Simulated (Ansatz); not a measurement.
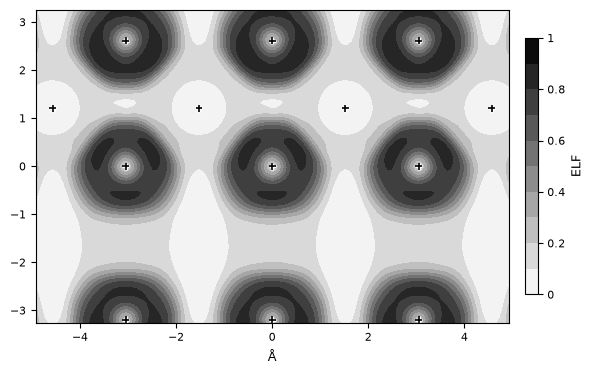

The ELF on a plane through atoms (crosses mark nuclei in the plane).

Level of theory: DFT PBEsol, scalar-relativistic, plane waves, PAW (Ansatz 0.2.0).

Candidates:
A. Cu (slab), a = 2.52 Å, b = 6.67 Å, c = 27.34 Å, α = 90.00°, β = 90.00°, γ = 100.89°. Not relaxed (largest force 0.5 eV/Å); computed without spin polarisation.
B. Ta₃N₅, a = 3.88 Å, b = 10.22 Å, c = 10.24 Å, α = 90.00°, β = 90.00°, γ = 90.00°. Space group Cmcm.
C. Ga₂O₃, a = 12.28 Å, b = 3.05 Å, c = 5.81 Å, α = 90.00°, β = 103.72°, γ = 90.00°. Space group C2/m.

### Which system is this?

Candidate C: Ga₂O₃ on the (100) plane of the conventional cell, which holds Ga and O. Ga–O (1.95 Å): the ELF peaks at about 0.85 in the valence shell of O, 0.6 Å from its nucleus, and is about 0.35 at the midpoint. Ga–O (2.08 Å): the ELF peaks at about 0.85 in the valence shell of O, 0.6 Å from its nucleus, and is about 0.30 at the midpoint; no shared electron pair shows on this line.
